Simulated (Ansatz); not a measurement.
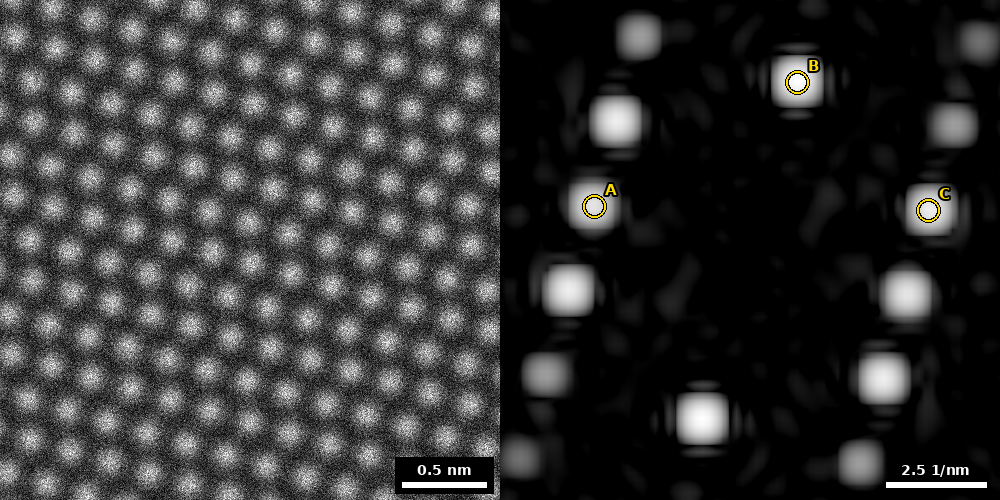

Integrated-DPC-like image of Al (P6_3/mmc, No. 194) along [100]. Simulated as the projected potential of neutral atoms (B = 0.8 Å²) blurred by a 1.11 Å probe, the thin-sample limit of integrated differential phase contrast. Shot noise was added. Atomic positions: the geometry relaxed at fixed volume with DFT r2SCAN, scalar-relativistic, plane waves, PAW in Ansatz; the starting structure was generated, so it need not be a known form of this composition.

The right panel is the modulus of the image's Fourier transform on a logarithmic scale.

a = 2.861 Å, b = 2.861 Å, c = 4.601 Å, α = 90.00°, β = 90.00°, γ = 120.00°

**Index the marked spots and give their plane spacings (the zone axis points at the viewer; indices equivalent by symmetry, or all signs reversed, are as good).**

A: (010), d = 2.48 Å; B: (0 0 -2), d = 2.30 Å; C: (0 -1 -1), d = 2.18 Å. A and B enclose 90°, and every spot obeys the zone law hu + kv + lw = 0 for [100].
